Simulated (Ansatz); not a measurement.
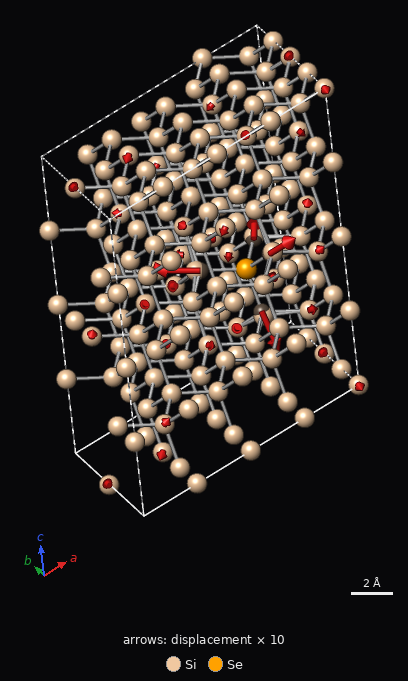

This is a relaxation of a defect cell of composition Si127Se. The starting structure is drawn faded, the final one solid; red arrows show the displacements, 10 times their true length.

A ball-and-stick model of the cell of the calculation (origin shifted), seen slightly off an axis.

The atoms of the start lie slightly off their symmetric places, so part of the fall in energy undoes that.

Computed with DFT, PBEsol, PAW, plane waves in Ansatz 0.2.0. Settings: plane-wave cutoff 420 eV; k-point mesh 1 × 1 × 1; mesh shifted by (0.25, 0.25, 0.25); collinear spin; atoms relaxed in a fixed cell; force threshold 0.03 eV/Å; at most 80 steps.

Which element moves most?

Silicon: up to 0.24 Å, against 0.04 Å for selenium.

What happened in the run?

The atom that moves furthest is a Si atom (0.24 Å roughly along [−3 1 1]). By element the largest moves are Si 0.24 Å, Se 0.04 Å. The cell doesn't change. Among the contacts that change: Se–Si 2.331 → 2.550 Å, Se–Si 2.318 → 2.507 Å, Si–Si 2.267 → 2.352 Å, Si–Si 2.431 → 2.350 Å. Among the angles between lasting bonds that change: Si–Si–Si 110.8° → 104.0°, Si–Si–Se 109.9° → 103.7°, Si–Si–Si 107.6° → 113.5°. Over 6 geometry steps the energy falls by 1.794 eV per cell of the calculation. The largest force component goes from 1.5 to 0.0051 eV/Å. The program noted that the starting moments weren't kept.
